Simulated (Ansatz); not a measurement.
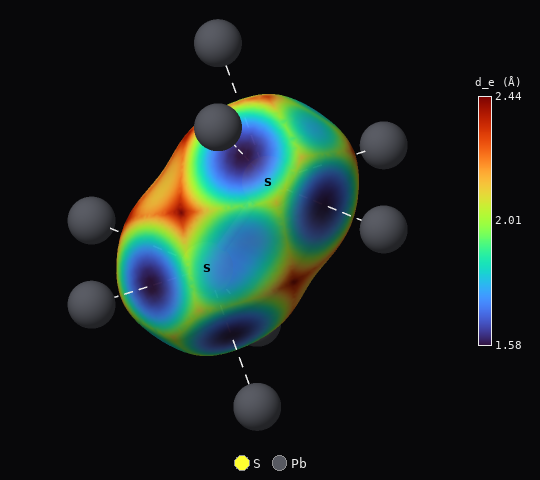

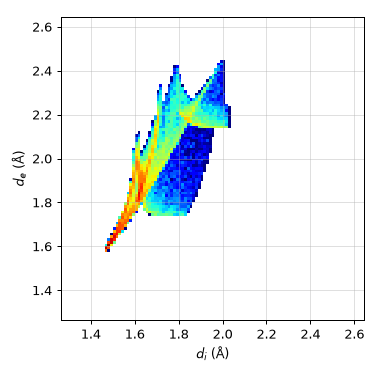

Hirshfeld surface computed for one S₂ unit (covalently bonded non-metal atoms) in PbS₂ in space group I4/mcm, coloured by d_e. Dashed lines lead to the closest neighbours outside. The second picture is its fingerprint plot, coloured by area on a logarithmic scale (blue little, red much).

The surface is where the fragment's share of the procrystal density (the sum of the densities of spherically averaged neutral Hartree-Fock atoms) equals one half. d_i and d_e are the distances from the surface to the nearest nucleus inside and outside. From Rb on the atoms have core potentials, so only their outer electrons count.

Source of the atomic positions: the end point of a relaxation with DFT, PBEsol, plane waves, PAW in Ansatz 0.2.0.

```cif
data_structure
_symmetry_space_group_name_H-M 'P 1'
_symmetry_Int_Tables_number 1
_cell_length_a 6.0717
_cell_length_b 6.0717
_cell_length_c 7.4599
_cell_angle_alpha 90.000
_cell_angle_beta 90.000
_cell_angle_gamma 90.000
_cell_volume 275.01
loop_
_atom_site_label
_atom_site_type_symbol
_atom_site_fract_x
_atom_site_fract_y
_atom_site_fract_z
_atom_site_occupancy
Pb1 Pb 0.00000 0.00000 0.75000 1
Pb2 Pb 0.00000 0.00000 0.25000 1
S1 S 0.62121 0.12121 0.00000 1
S2 S 0.87879 0.37879 0.50000 1
S3 S 0.37879 0.12121 0.50000 1
S4 S 0.12121 0.37879 0.00000 1
Pb3 Pb 0.50000 0.50000 0.25000 1
Pb4 Pb 0.50000 0.50000 0.75000 1
S5 S 0.12121 0.62121 0.50000 1
S6 S 0.37879 0.87879 0.00000 1
S7 S 0.87879 0.62121 0.00000 1
S8 S 0.62121 0.87879 0.50000 1
```

What is the shortest distance from the fragment to an atom outside it?

S–Pb, 3.05 Å.

How is the surface shared among contacts (nearest atom inside ··· nearest atom outside)?

S···Pb 66 %, S···S 34 %. The surface faces 18 neighbours with more than 2 % of its area each: 10 S + 8 Pb.

Give the size and shape of the surface.

It encloses about 35.3 Å³, has an area of about 55 Å² and a globularity of 0.95 (1 for a sphere).

Where does the fingerprint reach closest to the origin?

The smallest d_i + d_e is about 3.1 Å, which belongs to the shortest contact, S···Pb at 3.05 Å; d_e runs from 1.58 to 2.44 Å.
